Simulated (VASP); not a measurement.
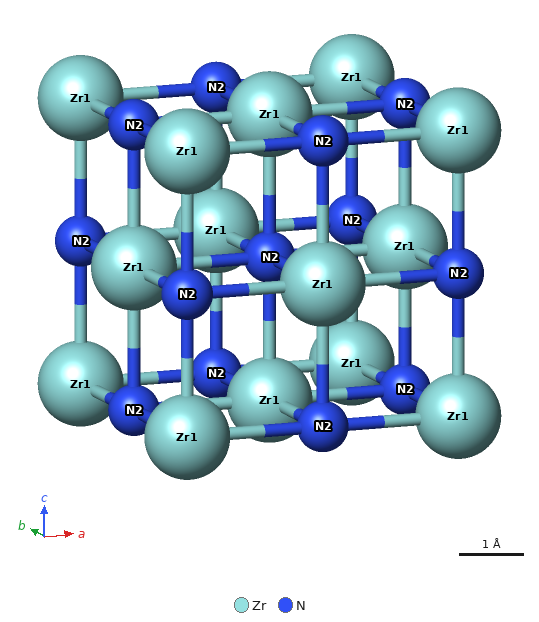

**Figure 1.** The structure (ball-and-stick view of the cell 4 times as large as that of the calculation, set on its symmetry axes, seen slightly off an axis; atoms are numbered from 1 in the order of the input). Near neighbours in the crystal (not all of them lie inside the picture): Zr has 6 N at 2.29 Å; N has 6 Zr at 2.29 Å.

**Optical-spectrum calculation, with input and output: ZrN (part 1 of 3)**

ZrN (Fm-3m, 2 atoms in the cell), computed with Kohn-Sham DFT of a periodic cell, PBE, VASP PAW PBE potentials, recommended, no spin polarisation (VASP 6.6.1).

The structure was built on a prototype by a generator; it need not be a known phase.

INCAR:
```
ALGO = Normal
CSHIFT = 0.1
EDIFF = 1E-6
ENCUT = 520
GGA = PE
ISIF = 2
ISMEAR = -1
LASPH = True
LCHARG = False
LOPTICS = True
LREAL = False
LWAVE = False
NBANDS = 40
NEDOS = 2000
NELM = 80
PREC = Accurate
SIGMA = 0.05
```

KPOINTS:
```
k-points
0
Gamma
  28 28 28
```

POSCAR:
```
ZrN
1.0
    0.0000000000      2.2875000000      2.2875000000
    2.2875000000      0.0000000000      2.2875000000
    2.2875000000      2.2875000000      0.0000000000
Zr N
1 1
Direct
    0.0000000000      0.0000000000      0.0000000000
    0.5000000000      0.5000000000      0.5000000000
```

Launch command:
```bash
cat potpaw_PBE.64/Zr_sv/POTCAR potpaw_PBE.64/N/POTCAR > POTCAR
mpirun -np 1 vasp_std > vasp.out
```

OSZICAR:
```
N       E                     dE             d eps       ncg     rms          rms(c)
DAV:   1     0.148221396851E+03    0.14822E+03   -0.68586E+03 50232   0.423E+02
DAV:   2    -0.183242488725E+02   -0.16655E+03   -0.15267E+03 59248   0.172E+02
DAV:   3    -0.237629049185E+02   -0.54387E+01   -0.53770E+01 61208   0.293E+01
DAV:   4    -0.238322770752E+02   -0.69372E-01   -0.69349E-01 57064   0.290E+00
DAV:   5    -0.238330963217E+02   -0.81925E-03   -0.81924E-03 59864   0.272E-01    0.220E+01
DAV:   6    -0.205619894665E+02    0.32711E+01   -0.11460E+00 70072   0.101E+01    0.102E+01
DAV:   7    -0.203953049997E+02    0.16668E+00   -0.15626E-01 56864   0.203E+00    0.631E+00
DAV:   8    -0.203704165343E+02    0.24888E-01   -0.76558E-02 65032   0.144E+00    0.114E+00
DAV:   9    -0.203685590128E+02    0.18575E-02   -0.48457E-03 56504   0.466E-01    0.455E-01
DAV:  10    -0.203687778639E+02   -0.21885E-03   -0.15688E-03 58544   0.189E-01    0.152E-01
DAV:  11    -0.203686976636E+02    0.80200E-04   -0.64395E-05 57936   0.414E-02    0.385E-02
DAV:  12    -0.203687023466E+02   -0.46829E-05   -0.67070E-06 74016   0.120E-02    0.210E-02
DAV:  13    -0.203687012509E+02    0.10956E-05   -0.90542E-07 54968   0.579E-03    0.151E-03
DAV:  14    -0.203687012785E+02   -0.27590E-07   -0.36235E-08 37496   0.883E-04
   1 F= -.20368701E+02 E0= -.20365843E+02  d E =-.571655E-02
 imaginary and real dielectric function
```

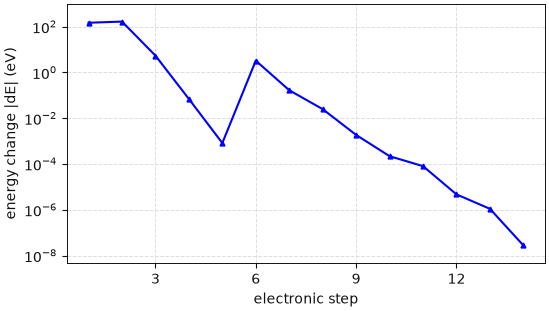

**Figure 2.** Convergence of the self-consistent field: energy change |dE| against the electronic step. It takes 14 electronic steps. The density is held fixed in the first few steps, and dE rises again when its update begins.

Parts of OUTCAR:
```
EDIFF = 1E-6
   ENCUT = 520
   GGA = PE
   ISIF = 2
   ISMEAR = -1
   LASPH = True
   LREAL = False
   NELM = 80
   PREC = Accurate

 ion  position               nearest neighbor table
   1  0.000  0.000  0.000-   2 2.29   2 2.29   2 2.29   2 2.29   2 2.29   2 2.29
   2  0.500  0.500  0.500-   1 2.29   1 2.29   1 2.29   1 2.29   1 2.29   1 2.29

  LATTYP: Found a face centered cubic cell.
 ALAT       =     4.5750000000

  Lattice vectors:

 A1 = (   0.0000000000,   2.2875000000,   2.2875000000)
 A2 = (   2.2875000000,   0.0000000000,   2.2875000000)
 A3 = (   2.2875000000,   2.2875000000,   0.0000000000)

Analysis of symmetry for initial positions (statically):
=====================================================================
 Subroutine PRICEL returns:
 Original cell was already a primitive cell.

 Routine SETGRP: Setting up the symmetry group for a
 face centered cubic supercell.

 Subroutine GETGRP returns: Found 48 space group operations
 (whereof 48 operations were pure point group operations)
 out of a pool of 48 trial point group operations.

The static configuration has the point symmetry O_h .

Analysis of symmetry for dynamics (positions and initial velocities):
=====================================================================
 Subroutine PRICEL returns:
 Original cell was already a primitive cell.

 Routine SETGRP: Setting up the symmetry group for a
 face centered cubic supercell.

 Subroutine GETGRP returns: Found 48 space group operations
 (whereof 48 operations were pure point group operations)
 out of a pool of 48 trial point group operations.

The dynamic configuration has the point symmetry O_h .

 Subroutine INISYM returns: Found 48 space group operations
 (whereof 48 operations are pure point group operations),
 and found     1 'primitive' translations

----------------------------------------------------------------------------------------

                                     Primitive cell

  volume of cell :      23.9394

  direct lattice vectors                    reciprocal lattice vectors
     0.000000000  2.287500000  2.287500000    -0.218579235  0.218579235  0.218579235
     2.287500000  0.000000000  2.287500000     0.218579235 -0.218579235  0.218579235
     2.287500000  2.287500000  0.000000000     0.218579235  0.218579235 -0.218579235

  length of vectors
     3.235013524  3.235013524  3.235013524     0.378590340  0.378590340  0.378590340

  position of ions in fractional coordinates (direct lattice)
     0.000000000  0.000000000  0.000000000
     0.500000000  0.500000000  0.500000000

  ion indices of the primitive-cell ions
   primitive index   ion index
                 1           1
                 2           2

----------------------------------------------------------------------------------------

 KPOINTS: k-points

Automatic generation of k-mesh.
 Grid dimensions read from file:
 generate k-points for:   28   28   28

 Generating k-lattice:

  Cartesian coordinates                     Fractional coordinates (reciprocal lattice)
    -0.007806401  0.007806401  0.007806401     0.035714286  0.000000000  0.000000000
     0.007806401 -0.007806401  0.007806401     0.000000000  0.035714286  0.000000000
     0.007806401  0.007806401 -0.007806401     0.000000000  0.000000000  0.035714286

  Length of vectors
     0.013521084  0.013521084  0.013521084

  Shift w.r.t. Gamma in fractional coordinates (k-lattice)
     0.000000000  0.000000000  0.000000000

 Subroutine IBZKPT returns following result:
 ===========================================

 Found    624 irreducible k-points:

 Following reciprocal coordinates:
            Coordinates               Weight
  0.000000  0.000000  0.000000      1.000000
  0.035714  0.000000  0.000000      8.000000
  0.071429  0.000000  0.000000      8.000000
  0.107143  0.000000  0.000000      8.000000
  0.142857  0.000000  0.000000      8.000000
  0.178571  0.000000  0.000000      8.000000
  0.214286  0.000000  0.000000      8.000000
  0.250000  0.000000  0.000000      8.000000
  0.285714  0.000000  0.000000      8.000000
  0.321429  0.000000  0.000000      8.000000
  0.357143  0.000000  0.000000      8.000000
  0.392857  0.000000  0.000000      8.000000
  0.428571  0.000000  0.000000      8.000000
  0.464286  0.000000  0.000000      8.000000
  0.500000  0.000000  0.000000      4.000000
  0.035714  0.035714  0.000000      6.000000
  0.071429  0.035714  0.000000     24.000000
  0.107143  0.035714  0.000000     24.000000
  0.142857  0.035714  0.000000     24.000000
  0.178571  0.035714  0.000000     24.000000
  0.214286  0.035714  0.000000     24.000000
  0.250000  0.035714  0.000000     24.000000
  0.285714  0.035714  0.000000     24.000000
  0.321429  0.035714  0.000000     24.000000
 [... further k-points ...]
   k-points           NKPTS =    624   k-points in BZ     NKDIM =    624   number of bands    NBANDS=     40
   number of dos      NEDOS =   2000   number of ions     NIONS =      2
   total plane-waves  NPLWV =  13824
   dimension x,y,z NGX =    24 NGY =   24 NGZ =   24
   dimension x,y,z NGXF=    48 NGYF=   48 NGZF=   48
   ions per type =               1   1
   NGX,Y,Z   is equivalent  to a cutoff of  12.33, 12.33, 12.33 a.u.
   NGXF,Y,Z  is equivalent  to a cutoff of  24.67, 24.67, 24.67 a.u.
 SYSTEM =  unknown system
   PREC   = accura    normal or accurate (medium, high low for compatibility)
   ISTART =      0    job   : 0-new  1-cont  2-samecut
   ICHARG =      2    charge: 1-file 2-atom 10-const
   ISPIN  =      1    spin polarized calculation?
   LNONCOLLINEAR =      F non collinear calculations
   LSORBIT =      F    spin-orbit coupling
   LASPH  =      T    aspherical Exc in radial PAW
   ENCUT  =  520.0 eV  38.22 Ry    6.18 a.u.   6.01  6.01  6.01*2*pi/ulx,y,z
   NELM   =     80;   NELMIN=  2; NELMDL= -5     # of ELM steps
   EDIFF  = 0.1E-05   stopping-criterion for ELM
   LREAL  =      F    real-space projection
   EDIFFG = 0.1E-04   stopping-criterion for IOM
   NSW    =      0    number of steps for IOM
   IBRION =     -1    ionic relax: 0-MD 1-quasi-New 2-CG
   NFREE  =      0    steps in history (QN), initial steepest desc. (CG)
   ISIF   =      2    stress and relaxation
   ISYM   =      2    0-nonsym 1-usesym 2-fastsym
   POTIM  = 0.5000    time-step for ionic-motion
   TEBEG  =    0.0;   TEEND  =   0.0 temperature during run
   PSTRESS=    0.0 pullay stress
   NELECT =      17.0000    total number of electrons
   NUPDOWN=      -1.0000    fix difference up-down
   EMIN   =  10.00;   EMAX   =-10.00  energy-range for DOS
   EFERMI =   0.00;   METHOD = LEGACY
   ISMEAR =    -1;   SIGMA  =   0.05  broadening in eV -4-tet -1-fermi 0-gaus
   EFERMI_NEDOS =   21; number of points for ismear=-14 and -15
   IALGO  =     38    algorithm
   IMIX   =      4    mixing-type and parameters
     AMIX     =   0.40;   BMIX     =  1.00
     AMIX_MAG =   1.60;   BMIX_MAG =  1.00
  volume/ion in A,a.u.               =      11.97        80.78
  Fermi-wavevector in a.u.,A,eV,Ry     =   1.460562  2.760062 29.024516  2.133242
  Thomas-Fermi vector in A             =   2.576997
   LORBIT       =      0    0 simple, 1 ext, 2 COOP (PROOUT), +10 PAW based schemes
   GGA     = PE    functional components
   LHFCALC =     F    Hartree Fock is set to
   AEXX    =    0.0000 exact exchange contribution
   IVDW    =     0    specifies the selected vdW correction
   LEPSILON=     F    determine dielectric tensor
   LRPA    =     F    only Hartree local field effects (RPA)
 non-spin polarized calculation
  energy-cutoff  :      520.00
  volume of cell :       23.94
 maximum number of plane-waves:       658
   NGX = 13   NGY = 13   NGZ = 13

 number of electron      16.9999999 magnetization

 Free energy of the ion-electron system (eV)
  ---------------------------------------------------
  ext. energy  EPLUGINS =         0.00000000
  ---------------------------------------------------
  free energy    TOTEN  =       -20.36870128 eV

  energy without entropy =      -20.36298473  energy(sigma->0) =      -20.36584300

 E-fermi :  12.0628     XC(G=0): -12.5381     alpha+bet :-19.1301

 val. band max:       12.0576682551   @ k =  -0.4643   0.2500   0.0357
 cond. band min:      12.0648881145   @ k =   0.2500   0.0714   0.0357
 fundamental gap:      0.0072198594
 Fermi energy:        12.0628379310

 k-point     1 :       0.0000    0.0000    0.0000
  band No.  band energies     occupation
      1     -37.5204      2.00000
      2     -15.1348      2.00000
      3     -15.1348      2.00000
      4     -15.1348      2.00000
      5      -4.2479      2.00000
      6       9.3865      2.00000
      7       9.3865      2.00000
      8       9.3865      2.00000
      9      11.6515      1.99947
     10      11.6515      1.99947
     11      11.6515      1.99947
     12      13.6517      0.00000
     13      13.6517      0.00000
     14      14.9923      0.00000
     15      21.2416      0.00000
     16      34.6656      0.00000
     17      34.6656      0.00000
     18      34.6656      0.00000
     19      36.9279      0.00000
     20      36.9279      0.00000

 k-point     2 :       0.0357    0.0000    0.0000
  band No.  band energies     occupation
      1     -37.5186      2.00000
      2     -15.1515      2.00000
      3     -15.1360      2.00000
      4     -15.1360      2.00000
      5      -4.2211      2.00000
      6       9.2657      2.00000
      7       9.3043      2.00000
      8       9.3043      2.00000
      9      11.6933      1.99877
     10      11.6933      1.99877
     11      11.6971      1.99867
     12      13.7521      0.00000
     13      13.7521      0.00000
     14      15.0719      0.00000
     15      21.3311      0.00000
     16      34.2680      0.00000
     17      34.4868      0.00000
     18      34.4868      0.00000
     19      36.9994      0.00000
     20      36.9994      0.00000

 k-point     3 :       0.0714    0.0000    0.0000
  band No.  band energies     occupation
      1     -37.5133      2.00000
      2     -15.2006      2.00000
      3     -15.1395      2.00000
      4     -15.1395      2.00000
      5      -4.1422      2.00000
      6       8.9443      2.00000
      7       9.0842      2.00000
      8       9.0842      2.00000
      9      11.8070      1.98809
     10      11.8092      1.98754
     11      11.8092      1.98754
     12      14.0351      0.00000
     13      14.0351      0.00000
     14      15.2984      0.00000
     15      21.5923      0.00000
     16      33.4237      0.00000
     17      33.9922      0.00000
     18      33.9922      0.00000
     19      37.1774      0.00000
     20      37.1774      0.00000

 k-point     4 :       0.1071    0.0000    0.0000
  band No.  band energies     occupation
      1     -37.5047      2.00000
      2     -15.2787      2.00000
      3     -15.1453      2.00000
      4     -15.1453      2.00000
      5      -4.0155      2.00000
      6       8.4988      2.00000
      7       8.7797      2.00000
      8       8.7797      2.00000
      9      11.9420      1.83616
     10      11.9841      1.65719
     11      11.9841      1.65719
     12      14.4587      0.00000
     13      14.4587      0.00000
     14      15.6417      0.00000
     15      22.0044      0.00000
     16      32.4597      0.00000
     17      33.2583      0.00000
     18      33.2583      0.00000
     19      37.4059      0.00000
     20      37.4059      0.00000

 k-point     5 :       0.1429    0.0000    0.0000
  band No.  band energies     occupation
      1     -37.4933      2.00000
      2     -15.3806      2.00000
      3     -15.1530      2.00000
      4     -15.1530      2.00000
      5      -3.8472      2.00000
      6       7.9897      2.00000
      7       8.4373      2.00000
      8       8.4373      2.00000
      9      12.0895      0.73968
     10      12.2094      0.10128
     11      12.2094      0.10128
     12      14.9792      0.00000
     13      14.9792      0.00000
     14      16.0621      0.00000
     15      22.5323      0.00000
     16      31.5074      0.00000
     17      32.3569      0.00000
     18      32.3569      0.00000
     19      37.6446      0.00000
     20      37.6446      0.00000

 [... the levels of 18 k-points are left out ...]

 k-point    24 :       0.3214    0.0357    0.0000
  band No.  band energies     occupation
      1     -37.4204      2.00000
      2     -15.9707      2.00000
      3     -15.2153      2.00000
      4     -15.1970      2.00000
      5      -2.7772      2.00000
      6       5.6211      2.00000
      7       6.9231      2.00000
      8       7.0904      2.00000
      9      12.9825      0.00000
     10      13.8111      0.00000
     11      14.0043      0.00000
     12      17.5215      0.00000
     13      17.6020      0.00000
     14      18.3572      0.00000
     15      24.5563      0.00000
     16      27.2611      0.00000
     17      27.7262      0.00000
     18      30.1294      0.00000
     19      35.4330      0.00000
     20      35.9577      0.00000

 [... further k-points ...]

 [bands above 20 left out]

------------------------ aborting loop because EDIFF is reached ----------------------------------------

  FORCE on cell =-STRESS in cart. coord.  units (eV):
  Direction    XX          YY          ZZ          XY          YZ          ZX
  --------------------------------------------------------------------------------------
  -------------------------------------------------------------------------------------
  Total        0.5329387      0.5329387      0.5329387     -0.0000000     -0.0000000      0.0000000
  in kB       35.6676533     35.6676533     35.6676533     -0.0000000     -0.0000000      0.0000000
  external PRESSURE =      35.6676533 kB  Pullay stress =       0.0000000 kB

 VOLUME and BASIS-vectors are now :
 -----------------------------------------------------------------------------
  energy-cutoff  :      520.00
  volume of cell :       23.94
      direct lattice vectors                 reciprocal lattice vectors
     0.000000000  2.287500000  2.287500000    -0.218579235  0.218579235  0.218579235
     2.287500000  0.000000000  2.287500000     0.218579235 -0.218579235  0.218579235
     2.287500000  2.287500000  0.000000000     0.218579235  0.218579235 -0.218579235

 POSITION                                       TOTAL-FORCE (eV/Angst)
 -----------------------------------------------------------------------------------
      0.00000      0.00000      0.00000         0.000000     -0.000000     -0.000000
      2.28750      2.28750      2.28750        -0.000000      0.000000      0.000000
```
